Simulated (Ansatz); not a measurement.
```yaml
crystal:
  lattice:
    - [5.02004, 0.00000, -5.50947]
    - [-2.51002, -4.34748, -5.50947]
    - [-2.51002, 4.34748, -5.50947]
  atoms:
    - { symbol: Si, position: [0.52168, 0.98176, 0.51735] }
    - { symbol: Si, position: [0.18143, 0.63190, 0.17990] }
    - { symbol: Si, position: [0.85743, 0.33664, 0.83986] }
    - { symbol: Si, position: [0.96580, 0.93729, 0.43256] }
    - { symbol: Si, position: [0.61220, 0.58839, 0.10574] }
    - { symbol: Si, position: [0.30399, 0.28890, 0.76808] }
    - { symbol: Si, position: [0.87375, 0.38191, 0.40354] }
    - { symbol: Si, position: [0.55334, 0.10434, 0.07452] }
    - { symbol: Si, position: [0.21920, 0.72744, 0.73162] }
    - { symbol: O, position: [0.45807, 0.16860, 0.61195] }
    - { symbol: O, position: [0.11715, 0.82259, 0.26946] }
    - { symbol: O, position: [0.78050, 0.53954, 0.91197] }
    - { symbol: O, position: [0.73823, 0.19731, 0.02286] }
    - { symbol: O, position: [0.41011, 0.81543, 0.66004] }
    - { symbol: O, position: [0.06163, 0.47365, 0.32678] }
    - { symbol: O, position: [0.37884, 0.23329, 0.96665] }
    - { symbol: O, position: [0.04855, 0.87337, 0.62646] }
    - { symbol: O, position: [0.70158, 0.52403, 0.29528] }
    - { symbol: O, position: [0.79778, 0.36248, 0.63900] }
    - { symbol: O, position: [0.46313, 0.05334, 0.30791] }
    - { symbol: O, position: [0.13592, 0.69950, 0.96591] }
    - { symbol: O, position: [0.93853, 0.17201, 0.34957] }
    - { symbol: O, position: [0.50879, 0.82381, 0.04025] }
    - { symbol: O, position: [0.28455, 0.52046, 0.67043] }
    - { symbol: O, position: [0.75484, 0.88646, 0.48773] }
    - { symbol: O, position: [0.41196, 0.51530, 0.16434] }
    - { symbol: O, position: [0.08980, 0.24494, 0.81956] }
    - { symbol: O, position: [0.67776, 0.91328, 0.98054] }
```

Theory: Ansatz 0.2.0, DFT PBE, scalar-relativistic, plane waves, PAW.

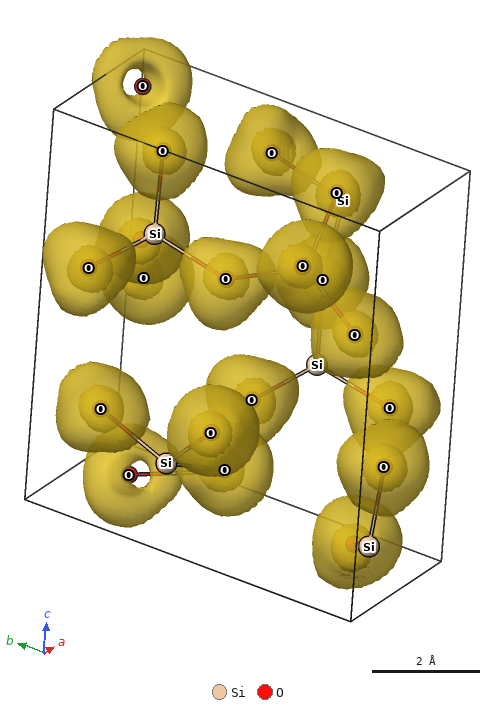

Si9O19 (cell with a defect). Isosurface of the electron localisation function at 0.75 (yellow), seen at an oblique angle. Core shells and regions of very low density are left out. Sticks mark near contacts.

Core electrons are frozen (PAW), and the valence fields are smoothed inside the atomic spheres.

### Describe the localisation domains.

The surface consists of 19 regions on O in which the atom's valence shell and bonds are merged, counted in one cell of 28 atoms. Any copies at cell faces, edges or corners count once. Profiles from the grid: O–O (1.49 Å): the ELF peaks at about 0.70 between the atoms. Si–O (1.61 Å): the ELF peaks at about 0.85 between the atoms (a short, strongly polar bond).
